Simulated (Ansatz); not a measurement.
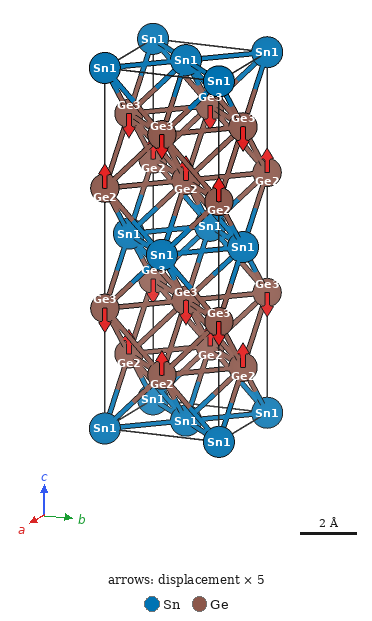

This is a relaxation of crystalline SnGe₂ (a generated structure, set up in Fmmm) (coarse preliminary run). The starting structure is drawn; red arrows show the displacements (the part carried along by the change of the cell is left out), 5 times their true length.

The picture is a ball-and-stick view of the conventional cell (4 times the calculation's cell), seen slightly off an axis. Lengths and directions refer to the drawn axes.

These are results of DFT PBE, scalar-relativistic, plane waves, PAW (Ansatz 0.2.0), not measurements. (plane-wave cutoff 420 eV; k-point mesh 6 × 6 × 6; occupations gaussian; smearing width 0.1 eV; no spin polarisation; cell and atoms relaxed; force threshold 0.04 eV/Å; at most 70 steps)

Q: Describe the change and its energy.

A: The largest moves relative to the cell, 0.19 Å, are those of Ge2 and Ge3. Ge2 goes along +c. Sn stays in place. The drawn cell changes as follows: a 4.338 → 4.509 Å (+3.9 %), b 4.526 → 4.945 Å (+9.3 %), c 13.577 → 11.891 Å (−12.4 %); the volume changes by −0.5 %. Among the contacts that change: Ge2–Ge3 3.135 → 2.765 Å, Ge2–Ge3 (another image) 3.200 → 2.946 Å, Sn1–Sn1 3.135 → 3.346 Å, Ge2–Ge2 3.135 → 3.346 Å. Bond angles that change, for instance: Sn1–Ge3–Sn1 87.6° → 92.1°. The space group stays Fmmm (No. 69). After 7 accepted moves (11 points after the start) the energy has fallen by 97.2 meV per atom. The largest force component goes from 0.6 to 0.019 eV/Å. Pressure: 0.99 GPa at the start and 0.14 GPa at the end. The line search rejected the trial steps at points 2, 5, 9 of the run. At 1 point the geometry stayed and the basis and grid were re-selected for the new cell (energy shift of 0.5 meV per atom at most each time). The run took 38 s on 1 thread of Intel(R) Xeon(R) Platinum 8488C (Sapphire Rapids), with other jobs on the host, peak memory 0.46 GiB.
